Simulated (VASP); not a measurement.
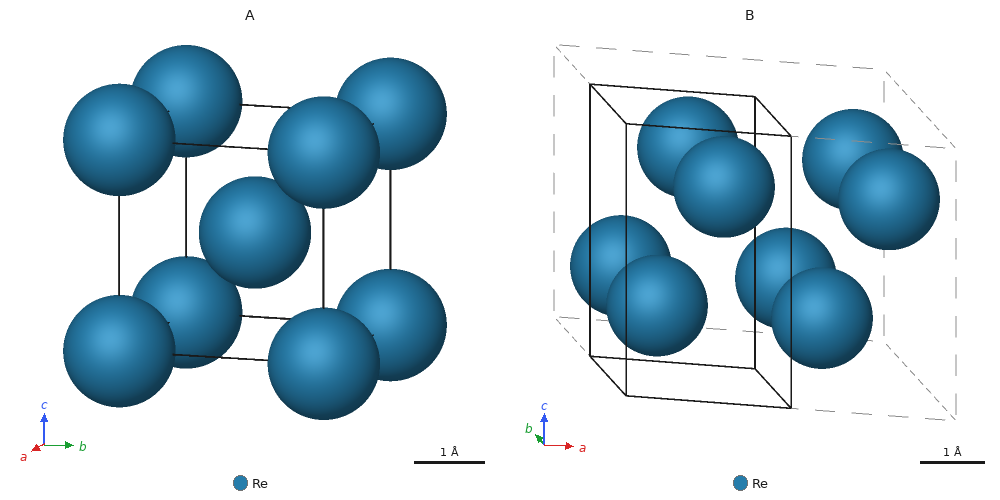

Two structures of Re, each relaxed (cell and atoms) at zero pressure; conventional cells in solid outline, small ones repeated, each panel with its own scale. Alike in all runs: VASP 6.6.1; functional LDA; VASP's PAW LDA potentials, release 64 (Re); cutoff 600 eV; occupations gaussian, width 0.1 eV; no spin polarisation; no spin-orbit coupling. The k meshes have like spacings.

> Name the structure in each panel.

A: body-centred cubic (W type), Im-3m; B: hexagonal close-packed (Mg type), P6₃/mmc.

> Which of these is lowest in energy, and how far above it do the others lie?

B, then A (+347 meV/atom), static energies at zero smearing.

> Collect the results in a table.

| panel | space group | E − E(lowest) (meV/atom) | volume (Å³/atom) |
| --- | --- | --- | --- |
| B | P6₃/mmc | 0 | 14.4 |
| A | Im-3m | 347 | 14.5 |

The starts are database entries or structure types tried for this composition, and the most stable form need not be among them.

Caveat: spin-orbit coupling is left out, which matters for Re, if less for volumes and forces than for levels.
